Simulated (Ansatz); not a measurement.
Consider this structure, As.

```
As
1.0
     5.28467    0.00000    0.00000
     0.00000    5.28467    0.00000
     0.00000    0.00000    5.28467
As
8
Direct
  0.00000 0.00000 0.00000
  0.50000 0.50000 0.50000
  0.25000 0.00000 0.50000
  0.75000 0.00000 0.50000
  0.50000 0.25000 0.00000
  0.50000 0.75000 0.00000
  0.00000 0.50000 0.25000
  0.00000 0.50000 0.75000
```

Basis of the simulation: coordinates from a relaxation with DFT, LDA (PW92), plane waves (420 eV) with PAW, scalar-relativistic in Ansatz; the starting structure was generated, so it need not be a known form of this composition.

### Predict the first 5 clear peaks of the X-ray G(r) with σ = 0.15 Å, and name the atom pairs.

1. 3.02 Å: As–As at 2.95–3.24 Å
2. 4.89 Å: As–As at 4.58–4.94 Å
3. 6.04 Å: As–As at 5.91–6.20 Å
4. 7.18 Å: As–As at 7.11–7.47 Å
5. 8.08 Å: As–As at 7.93–8.14 Å

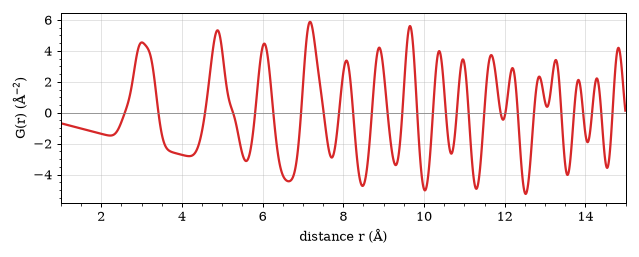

Simulated X-ray pair distribution function, G(r) = R(r)/r − 4πρ₀r, summed over the atomic distances of the structure with each pair weighted by the product of the atomic numbers (X-ray weights at Q = 0); every distance is a Gaussian of σ = 0.15 Å. There is no Q-range truncation.
